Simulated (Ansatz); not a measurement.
**Ni: starts and ends of a spin-polarised SCF**

Aim: see which self-consistent states Ni reaches from different starts at one fixed geometry, and which of them is lowest. System: Ni, the measured crystal structure (space group Fm-3m, primitive cell doubled); the cell holds 2 atoms. Source: COD entry 2102302.

Method: DFT PBE, PAW, plane waves, scalar-relativistic, in Ansatz 0.2.0.

## (1) Starting point

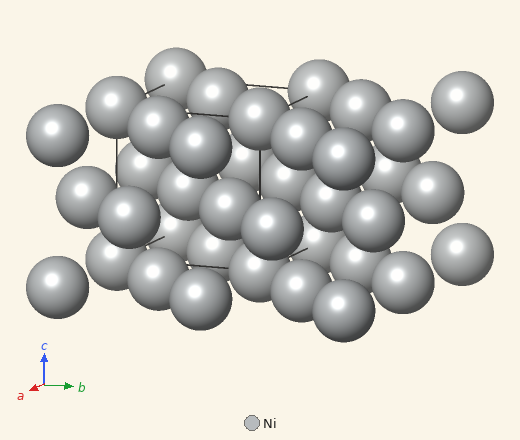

Start, viewed slightly off an axis; nickel light grey. 2×2×1 cells are drawn. Atoms on the faces are drawn again on the opposite ones. The cell drawn here is the conventional one.

As a file:

```cif
data_structure
_symmetry_space_group_name_H-M 'P 1'
_symmetry_Int_Tables_number 1
_cell_length_a 4.3301
_cell_length_b 2.5000
_cell_length_c 2.5000
_cell_angle_alpha 90.000
_cell_angle_beta 54.736
_cell_angle_gamma 90.000
_cell_volume 22.10
loop_
_atom_site_label
_atom_site_type_symbol
_atom_site_fract_x
_atom_site_fract_y
_atom_site_fract_z
_atom_site_occupancy
Ni1 Ni 0.00000 0.00000 0.00000 1
Ni2 Ni 0.50000 0.50000 0.00000 1
```

In tables a label like Ni2 counts atoms in the order of input.yaml; a structure file may count by element.

First come: parallel moments, plain SCF; opposed moments +-, plain SCF; no spin polarisation; spin on, no moments given (the program may seed its own), plain SCF. Further starts follow from what these give.

A plain SCF has the search for lower states switched off and ends at the first converged state. 

Site moments are integrals over atomic spheres and don't add up to the total.

## (2) Parallel moments, plain SCF

File input.yaml:

```yaml
crystal:
  lattice:
    - [-1.76775, -1.76775, -3.5355]
    - [1.76775, -1.76775, 0.0]
    - [-1.76775, -1.76775, 0.0]
  atoms:
    - { symbol: Ni, position: [0.0, 0.0, 0.0], spin: 2.0 }
    - { symbol: Ni, position: [0.5, 0.5, 0.0], spin: 2.0 }
magnetization:
  spin_polarized: true
hamiltonian:
  xc: pbe
  pseudopotentials: { kind: paw }
basis:
  ecutwfc: 420
kpoints:
  mp_grid: { grid: [8, 11, 14] }
scf:
  occupations: { method: fermi_dirac, width: 0.1 }
  lower_state_search: "off"
output:
  forces: true
  stress: true
```

Standard output, shortened:

```text
Warning: crystal.symmetry: narrowed to the stabiliser of the k-point mesh — unitary ops 32 → 8; excluded 24 operations that carry a point of the 8×11×14 mesh (shift [0, 0, 0]) off the mesh (the run samples exactly the mesh kpoints.mp_grid names, as under crystal.symmetry.detect: false, [...]
Pseudopotentials: kind: paw
Pseudopotential: Ni, paw, valence charge 18, recommended cutoff 420 eV (normal), Ni.paw.azcp
Functional definition: PBE
[...]
Crystal: 2 atoms, lattice volume = 22.096 Å³
Basis set: ecut = 420 eV, 403 PW (Γ), exchange–correlation on 60×36×36 points (8 copies of the dense FFT grid, shifted against one another)
Bands: 24, of which v1, the nominal top of the filled ones, is band 18 counted from 1 (17 counted from 0)
Symmetry: 8 space group operations
k-points: 348 of 1232
[...]
Starting moments: Σ|m| = 4 μB on 2 of 2 sites
[...]
SCF iter   1: F=—  HF=-11678.941233 eV  |F-HF|=—  |Δ(HF+E_count)|=         —  Δρ=1.27e-1 (↑1.14e-1 ↓1.27e-1)  dr2=2.51e-2  dr2_m=2.93e0  M=1.875 μB ∫|m|=2.088 μB  β_m=0.30  ethr=7.00e-5  ⟨swp⟩=1.0  Hψ=82212  notcnv=0
[...]
spin-set hold released at iteration 1 (the charge has settled, or the pull on large starting moments outlasts its swing): the magnetisation degrees of freedom join the quasi-Newton model from the next iteration; the mixer history was flushed
[...]
SCF iter  10: F=-11679.494127 eV  HF=-11679.494127 eV  |F-HF|=8.37e-11  |Δ(HF+E_count)|=   6.85e-8  Δρ=4.54e-6 (↑4.48e-6 ↓4.54e-6)  dr2=1.51e-9  dr2_m=2.86e-9  M=1.246 μB ∫|m|=1.427 μB  ethr=7.97e-11  ⟨swp⟩=2.7  Hψ=54293  notcnv=0
[...]
SCF converged after 10 iterations
Magnetization: 1.2463 μB (18.6232 up, 17.3768 down)
Absolute magnetization: 1.4284 μB (∫|ρ↑−ρ↓|, with the PAW one-centre terms)
Spin contamination: 0.0138 ħ² per cell (⟨S²⟩ above its minimum at these occupations)
Per-site moments (μB) at R_I (Å): [(0.6616590232020447, 1.0312401102650786), (0.6616590232020447, 1.0312401102650786)]
Free energy (F): -11679.494127 eV
[...]
E sigma→0 (E₀):  -11679.439384 eV
Entropy (-TS):   -0.109486 eV (-54.743 meV/atom)
Fermi energy:    17.825164 eV
[...]
--- Forces (eV/Å), atoms counted from 1 ---
  atom   1  Ni     0.00000000    -0.00000000    -0.00000000
  atom   2  Ni    -0.00000000    -0.00000000    -0.00000000
[...]
--- Stress (GPa, compression-positive) ---
       -2.512386       0.078116       0.012325
        0.078116      -2.512386       0.012325
        0.012324       0.012324      -2.380779
  P = ⅓ Tr σ = -2.4685 GPa (-24.685 kbar)
```

It took 14 s on 2 threads of an Arm CPU, shared host; peak memory 0.51 GiB.

Result: ferromagnetic, site moments Ni1 0.66, Ni2 0.66 μB, total 1.25 μB per cell, no gap on the k-mesh.

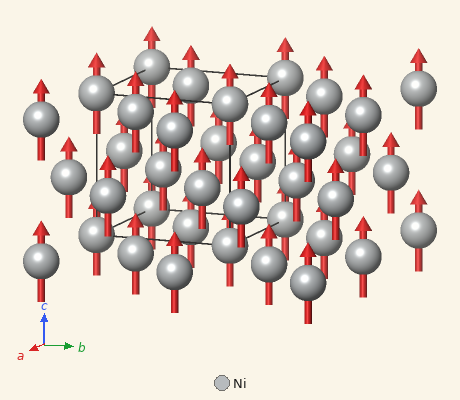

The moments of this state as arrows, longer for larger moments (red one way, blue the other). Without spin-orbit coupling their common direction is free.

## (3) Opposed moments +-, plain SCF

Edit input.yaml of step 2 so:

```diff
@@ -7,3 +7,3 @@
     - { symbol: Ni, position: [0.0, 0.0, 0.0], spin: 2.0 }
-    - { symbol: Ni, position: [0.5, 0.5, 0.0], spin: 2.0 }
+    - { symbol: Ni, position: [0.5, 0.5, 0.0], spin: -2.0 }
 magnetization:
```

Standard output, shortened:

```text
Warning: crystal.symmetry: narrowed to the stabiliser of the k-point mesh — unitary ops 16 → 4; excluded 12 operations that carry a point of the 8×11×14 mesh (shift [0, 0, 0]) off the mesh (the run samples exactly the mesh kpoints.mp_grid names, as under crystal.symmetry.detect: false, [...]
[... 11 lines as in an earlier run ...]
Symmetry: 4 space group operations
[... 5 lines as in an earlier run ...]
Starting moments: Σ|m| = 4 μB on 2 of 2 sites
[... 2 lines as in an earlier run ...]
spin-down is spin-up translated by (0.5, 0.5, 0): one eigenproblem is solved per k-point and the antiferromagnetic symmetry of the starting moments is kept exactly by this SCF (crystal.symmetry.spin_inversion_symmetry: false solves both channels; [...]
SCF iter   1: F=—  HF=-11678.564182 eV  |F-HF|=—  |Δ(HF+E_count)|=         —  Δρ=1.47e-1 (↑1.47e-1 ↓1.47e-1)  dr2=6.72e-2  dr2_m=4.34e0  M=0.000 μB ∫|m|=1.761 μB  β_m=0.30  ethr=1.87e-4  ⟨swp⟩=1.3  Hψ=41578  notcnv=0
[...]
[... 1 line as in an earlier run ...]
[...]
SCF iter  15: F=-11679.421311 eV  HF=-11679.421311 eV  |F-HF|=5.46e-12  |Δ(HF+E_count)|=  4.37e-11  Δρ=2.88e-7 (↑2.88e-7 ↓2.88e-7)  dr2=6.45e-12  dr2_m=1.27e-11  M=0.000 μB ∫|m|=0.000 μB  ethr=1.13e-12  ⟨swp⟩=1.0  Hψ=20918  notcnv=0
WARN: the starting moments were not kept: the SCF closed with an absolute magnetisation of 7.8e-6 μB, where they sum to 4 μB in size (2 sites). That is at most 0.1 of that sum. Measured as dr2_m measures the in/out step, that magnetisation stands 4.9e-11 eV from none, at or under the [...]
SCF converged after 15 iterations
Magnetization: 0.0000 μB (18.0000 up, 18.0000 down)
Absolute magnetization: 0.0000 μB (∫|ρ↑−ρ↓|, with the PAW one-centre terms)
Spin contamination: 0.0000 ħ² per cell (⟨S²⟩ above its minimum at these occupations)
Per-site moments (μB) at R_I (Å): [(-2.0119859419793803e-6, 1.0312401102650786), (2.0119859419793803e-6, 1.0312401102650786)]
Free energy (F): -11679.421311 eV
[...]
E sigma→0 (E₀):  -11679.331081 eV
Entropy (-TS):   -0.180460 eV (-90.230 meV/atom)
Fermi energy:    17.660063 eV
[...]
--- Forces (eV/Å), atoms counted from 1 ---
  atom   1  Ni    -0.00000000     0.00000000     0.00000000
  atom   2  Ni    -0.00000000    -0.00000000     0.00000000
[...]
--- Stress (GPa, compression-positive) ---
       -3.311198      -0.048211      -0.000856
       -0.048211      -3.311198      -0.000856
       -0.000856      -0.000856      -3.452552
  P = ⅓ Tr σ = -3.3583 GPa (-33.583 kbar)
```

Wall time 10 s (2 threads of an Arm CPU, shared host); peak memory 0.48 GiB.

End: non-magnetic, no gap on the k-mesh. Against step 2, the lowest until now, it is 36.4 meV/atom higher.

## (4) No spin polarisation

Edit input.yaml of step 3 so:

```diff
@@ -6,6 +6,4 @@
   atoms:
-    - { symbol: Ni, position: [0.0, 0.0, 0.0], spin: 2.0 }
-    - { symbol: Ni, position: [0.5, 0.5, 0.0], spin: -2.0 }
-magnetization:
-  spin_polarized: true
+    - { symbol: Ni, position: [0.0, 0.0, 0.0] }
+    - { symbol: Ni, position: [0.5, 0.5, 0.0] }
 hamiltonian:
```

Standard output, shortened:

```text
[... 11 lines as in an earlier run ...]
Bands: 22, of which v1, the nominal top of the filled ones, is band 18 counted from 1 (17 counted from 0)
[... 5 lines as in an earlier run ...]
[...]
[... 2 lines as in an earlier run ...]
SCF iter   1: F=—  HF=-11679.421061 eV  |F-HF|=—  |Δ(HF+E_count)|=         —  Δρ=2.22e-3  dr2=5.21e-4  ethr=1.77e-3  ⟨swp⟩=4.5  Hψ=27716  notcnv=0
[...]
SCF iter   6: F=-11679.421311 eV  HF=-11679.421311 eV  |F-HF|=1.44e-9  |Δ(HF+E_count)|=   9.97e-9  Δρ=5.39e-6  dr2=1.85e-9  ethr=2.02e-11  ⟨swp⟩=2.3  Hψ=26784  notcnv=0
[...]
SCF converged after 6 iterations
Free energy (F): -11679.421311 eV
[...]
E sigma→0 (E₀):  -11679.331081 eV
Entropy (-TS):   -0.180460 eV (-90.230 meV/atom)
Fermi energy:    17.660049 eV
[... 24 lines left out: energy terms, forces, stress ...]
```

It took 4.2 s on 2 threads of an Arm CPU, shared host; peak memory 0.4 GiB.

The run ends in the same state as step 3 (non-magnetic); it took 6 iterations.

## (5) Spin on, no moments given (the program may seed its own), plain SCF

Edit input.yaml of step 4 so:

```diff
@@ -21 +21,3 @@
   stress: true
+magnetization:
+  spin_polarized: true
```

Standard output, shortened:

```text
[... 1 line as in an earlier run ...]
band count auto-derived: 24 (N_el = 36.0; filled up to band 18; 22 by the electrons, moments and atoms)
[... 19 lines as in an earlier run ...]
[...]
SCF iter   1: F=—  HF=-11678.040309 eV  |F-HF|=—  |Δ(HF+E_count)|=         —  Δρ=1.77e-1 (↑1.77e-1 ↓1.77e-1)  dr2=1.31e-2  dr2_m=6.36e0  M=2.547 μB ∫|m|=2.547 μB  ethr=4.10e-4  ⟨swp⟩=1.3  Hψ=41569  notcnv=0
[...]
SCF iter  10: F=-11679.494127 eV  HF=-11679.494127 eV  |F-HF|=1.60e-9  |Δ(HF+E_count)|=   8.24e-7  Δρ=8.07e-6 (↑6.49e-6 ↓8.07e-6)  dr2=4.76e-9  dr2_m=3.40e-9  M=1.246 μB ∫|m|=1.427 μB  ethr=2.78e-10  ⟨swp⟩=3.2  Hψ=63095  notcnv=0
[...]
SCF converged after 10 iterations
Magnetization: 1.2463 μB (18.6232 up, 17.3768 down)
Absolute magnetization: 1.4284 μB (∫|ρ↑−ρ↓|, with the PAW one-centre terms)
Spin contamination: 0.0138 ħ² per cell (⟨S²⟩ above its minimum at these occupations)
Per-site moments (μB) at R_I (Å): [(0.6616567263720651, 1.0312401102650786), (0.6616567263720651, 1.0312401102650786)]
Free energy (F): -11679.494127 eV
[...]
E sigma→0 (E₀):  -11679.439384 eV
Entropy (-TS):   -0.109485 eV (-54.743 meV/atom)
Fermi energy:    17.825138 eV
[... 24 lines left out: energy terms, forces, stress ...]
```

It took 12 s on 2 threads of an Arm CPU, shared host; peak memory 0.51 GiB.

This is the state of step 2 again (ferromagnetic), after 10 iterations.

## (6) Parallel moments scaled by 0.1, plain SCF

Edit input.yaml of step 5 so:

```diff
@@ -6,4 +6,6 @@
   atoms:
-    - { symbol: Ni, position: [0.0, 0.0, 0.0] }
-    - { symbol: Ni, position: [0.5, 0.5, 0.0] }
+    - { symbol: Ni, position: [0.0, 0.0, 0.0], spin: 0.2 }
+    - { symbol: Ni, position: [0.5, 0.5, 0.0], spin: 0.2 }
+magnetization:
+  spin_polarized: true
 hamiltonian:
@@ -21,3 +23 @@
   stress: true
-magnetization:
-  spin_polarized: true
```

Standard output, shortened:

```text
[... 11 lines as in an earlier run ...]
Bands: 23, of which v1, the nominal top of the filled ones, is band 18 counted from 1 (17 counted from 0)
[... 6 lines as in an earlier run ...]
Starting moments: Σ|m| = 0.4 μB on 2 of 2 sites
[... 2 lines as in an earlier run ...]
[...]
SCF iter   1: F=—  HF=-11679.440396 eV  |F-HF|=—  |Δ(HF+E_count)|=         —  Δρ=3.38e-2 (↑3.38e-2 ↓1.13e-2)  dr2=1.46e-1  dr2_m=4.97e-2  M=0.526 μB ∫|m|=0.539 μB  β_m=1.00  ethr=4.07e-4  ⟨swp⟩=1.0  Hψ=79341  notcnv=0
[...]
spin-set hold released at iteration 9 (site moments contracting): the magnetisation degrees of freedom join the quasi-Newton model from the next iteration; the mixer history was flushed
[...]
SCF iter  16: F=-11679.494127 eV  HF=-11679.494127 eV  |F-HF|=1.34e-9  |Δ(HF+E_count)|=   1.77e-8  Δρ=4.70e-6 (↑4.09e-6 ↓4.70e-6)  dr2=3.73e-9  dr2_m=1.73e-9  M=1.246 μB ∫|m|=1.427 μB  ethr=4.63e-11  ⟨swp⟩=2.1  Hψ=51383  notcnv=0
[...]
SCF converged after 16 iterations
Magnetization: 1.2463 μB (18.6232 up, 17.3768 down)
Absolute magnetization: 1.4283 μB (∫|ρ↑−ρ↓|, with the PAW one-centre terms)
Spin contamination: 0.0138 ħ² per cell (⟨S²⟩ above its minimum at these occupations)
Per-site moments (μB) at R_I (Å): [(0.6616413834670221, 1.0312401102650786), (0.6616413834670221, 1.0312401102650786)]
Free energy (F): -11679.494127 eV
[...]
E sigma→0 (E₀):  -11679.439382 eV
Entropy (-TS):   -0.109489 eV (-54.745 meV/atom)
Fermi energy:    17.825162 eV
[... 24 lines left out: energy terms, forces, stress ...]
```

It took 19 s on 2 threads of an Arm CPU, shared host; peak memory 0.49 GiB.

This is the state of step 2 again (ferromagnetic), after 16 iterations.

## (7) Moments +- scaled by 1.4, plain SCF

Edit input.yaml of step 6 so:

```diff
@@ -6,4 +6,4 @@
   atoms:
-    - { symbol: Ni, position: [0.0, 0.0, 0.0], spin: 0.2 }
-    - { symbol: Ni, position: [0.5, 0.5, 0.0], spin: 0.2 }
+    - { symbol: Ni, position: [0.0, 0.0, 0.0], spin: 2.8 }
+    - { symbol: Ni, position: [0.5, 0.5, 0.0], spin: -2.8 }
 magnetization:
```

Standard output, shortened:

```text
[... 11 lines as in an earlier run ...]
Bands: 25, of which v1, the nominal top of the filled ones, is band 18 counted from 1 (17 counted from 0)
[... 6 lines as in an earlier run ...]
Starting moments: Σ|m| = 5.6 μB on 2 of 2 sites
[... 3 lines as in an earlier run ...]
[...]
SCF iter   1: F=—  HF=-11677.595587 eV  |F-HF|=—  |Δ(HF+E_count)|=         —  Δρ=2.13e-1 (↑2.13e-1 ↓2.13e-1)  dr2=2.73e-2  dr2_m=9.17e0  M=0.000 μB ∫|m|=2.180 μB  β_m=0.30  ethr=7.61e-5  ⟨swp⟩=2.0  Hψ=43782  notcnv=0
[...]
spin-set hold released at iteration 10 (site moments contracting): the magnetisation degrees of freedom join the quasi-Newton model from the next iteration; the mixer history was flushed
[...]
SCF iter  22: F=-11679.421311 eV  HF=-11679.421311 eV  |F-HF|=3.82e-11  |Δ(HF+E_count)|=  6.57e-10  Δρ=3.85e-7 (↑3.85e-7 ↓3.85e-7)  dr2=4.02e-11  dr2_m=1.22e-11  M=0.000 μB ∫|m|=0.000 μB  ethr=1.00e-12  ⟨swp⟩=1.4  Hψ=24767  notcnv=0
WARN: the starting moments were not kept: the SCF closed with an absolute magnetisation of 2.0e-5 μB, where they sum to 5.6 μB in size (2 sites). That is at most 0.1 of that sum. Measured as dr2_m measures the in/out step, that magnetisation stands 5.6e-10 eV from none, at or under the [...]
SCF converged after 22 iterations
Magnetization: 0.0000 μB (18.0000 up, 18.0000 down)
Absolute magnetization: 0.0000 μB (∫|ρ↑−ρ↓|, with the PAW one-centre terms)
Spin contamination: 0.0000 ħ² per cell (⟨S²⟩ above its minimum at these occupations)
Per-site moments (μB) at R_I (Å): [(9.621862860556736e-6, 1.0312401102650786), (-9.621862860556736e-6, 1.0312401102650786)]
Free energy (F): -11679.421311 eV
[...]
E sigma→0 (E₀):  -11679.331081 eV
Entropy (-TS):   -0.180460 eV (-90.230 meV/atom)
Fermi energy:    17.660069 eV
[... 24 lines left out: energy terms, forces, stress ...]
```

Wall time 14 s (2 threads of an Arm CPU, shared host); peak memory 0.49 GiB.

This is the state of step 3 again (non-magnetic), after 22 iterations.

## (8) A moment on one site alone, plain SCF

Edit input.yaml of step 7 so:

```diff
@@ -6,4 +6,4 @@
   atoms:
-    - { symbol: Ni, position: [0.0, 0.0, 0.0], spin: 2.8 }
-    - { symbol: Ni, position: [0.5, 0.5, 0.0], spin: -2.8 }
+    - { symbol: Ni, position: [0.0, 0.0, 0.0] }
+    - { symbol: Ni, position: [0.5, 0.5, 0.0], spin: 2.0 }
 magnetization:
```

Standard output, shortened:

```text
[... 18 lines as in an earlier run ...]
Starting moments: Σ|m| = 2 μB on 1 of 2 sites
[... 2 lines as in an earlier run ...]
SCF iter   1: F=—  HF=-11679.262243 eV  |F-HF|=—  |Δ(HF+E_count)|=         —  Δρ=1.13e-1 (↑1.13e-1 ↓3.74e-2)  dr2=2.30e0  dr2_m=8.22e-1  M=1.432 μB ∫|m|=1.539 μB  β_m=0.30  ethr=3.10e-3  ⟨swp⟩=4.8  Hψ=57710  notcnv=0
[...]
spin-set hold released at iteration 5 (the charge has settled, or the pull on large starting moments outlasts its swing): the magnetisation degrees of freedom join the quasi-Newton model from the next iteration; the mixer history was flushed
[...]
SCF iter  22: F=-11679.494127 eV  HF=-11679.494127 eV  |F-HF|=1.23e-8  |Δ(HF+E_count)|=   1.96e-8  Δρ=7.66e-6 (↑1.78e-6 ↓7.66e-6)  dr2=1.40e-8  dr2_m=2.78e-9  M=1.246 μB ∫|m|=1.427 μB  ethr=2.78e-10  ⟨swp⟩=3.0  Hψ=53531  notcnv=0
[...]
SCF converged after 22 iterations
Magnetization: 1.2463 μB (18.6232 up, 17.3768 down)
Absolute magnetization: 1.4283 μB (∫|ρ↑−ρ↓|, with the PAW one-centre terms)
Spin contamination: 0.0138 ħ² per cell (⟨S²⟩ above its minimum at these occupations)
Per-site moments (μB) at R_I (Å): [(0.6616457526530206, 1.0312401102650786), (0.6616252901372955, 1.0312401102650786)]
Free energy (F): -11679.494127 eV
[...]
E sigma→0 (E₀):  -11679.439382 eV
Entropy (-TS):   -0.109489 eV (-54.745 meV/atom)
Fermi energy:    17.825108 eV
[... 24 lines left out: energy terms, forces, stress ...]
```

It took 21 s on 2 threads of an Arm CPU, shared host; peak memory 0.51 GiB.

The run ends in the same state as step 2 (ferromagnetic); it took 22 iterations.

## (9) All ends together

```csv
step,iterations,state,moments of Ni1 Ni2 (μB),total (μB),gap (eV),pressure (GPa),above lowest (meV/atom)
2,10,1,0.66 0.66,1.25,none,-2.5,0.0
3,15,2,0.00 0.00,0.00,none,-3.4,36.4
4,6,2,0.00 0.00,0.00,none,-3.4,36.4
5,10,1,0.66 0.66,1.25,none,-2.5,0.0
6,16,1,0.66 0.66,1.25,none,-2.5,0.0
7,22,2,0.00 0.00,0.00,none,-3.4,36.4
8,22,1,0.66 0.66,1.25,none,-2.5,0.0
```

States are numbered from the lowest. Starts by step: 2 parallel moments, plain SCF; 3 opposed moments +-, plain SCF; 4 no spin polarisation; 5 spin on, no moments given (the program may seed its own), plain SCF; 6 parallel moments scaled by 0.1, plain SCF; 7 moments +- scaled by 1.4, plain SCF; 8 a moment on one site alone, plain SCF.

The 7 runs of this session took 95 s in all, from 4.2 s to 21 s each.

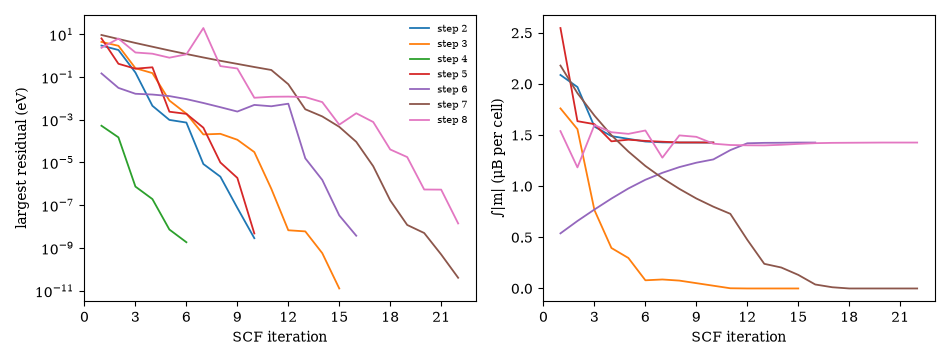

Residual and absolute moment along the iterations.

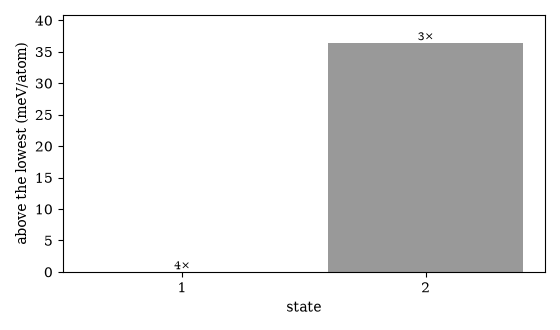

Energy of each distinct state, with the number of starts that reached it (red ferromagnetic, blue opposed moments, grey non-magnetic, green other).

## (10) Outcome

| quantity | value |
| --- | --- |
| distinct states | 2 from 7 converged runs |
| lowest state from plain starts | ferromagnetic |
| its moments | Ni1 0.66, Ni2 0.66 μB |
| total moment | 1.25 μB per cell |
| gap on the k-mesh | none |
| pressure | -2.5 GPa |
| largest force | 0.000 eV/Å |
| next state | non-magnetic, 36.4 meV/atom higher |

What this shows: Distinct end states: 2, from 7 converged runs. Switching spin polarisation off costs 36.4 meV/atom in free energy, smearing entropy included. A lower state than any found can't be excluded. The mesh has less symmetry than the lattice, which lowers the symmetry of the run.
